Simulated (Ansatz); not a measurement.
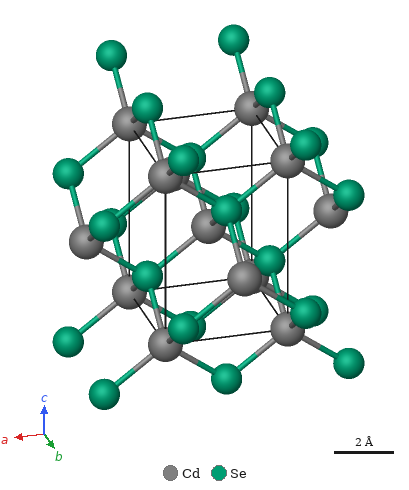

View from a general direction, drawn as a ball-and-stick model. One conventional unit cell is outlined, and atoms on its boundary appear in each equivalent place. Atoms of adjacent cells appear where they bond to atoms in the box.

CdSe, space group I-4m2 (No. 119), a = 4.34 Å, b = 4.34 Å, c = 6.34 Å, α = 90.00°, β = 90.00°, γ = 90.00°.

Theory: DFT, PBE, plane waves, PAW in Ansatz 0.2.0. Numerical settings: a 420 eV plane-wave basis, k-points about 0.22 Å⁻¹ apart, Fermi-Dirac smearing of 0.02 eV, no spin polarisation.

Question: Metal or not?

Answer: A semiconductor at this level, with a gap of 0.45 eV, direct.

Question: Which way would the volume go on relaxing?

Answer: The computed pressure is -0.2 GPa (stretched: it would shrink).

The model was built from a structure listed in the Materials Project. The cell was then strained or its atoms displaced on purpose. It went into a calculation with Ansatz.
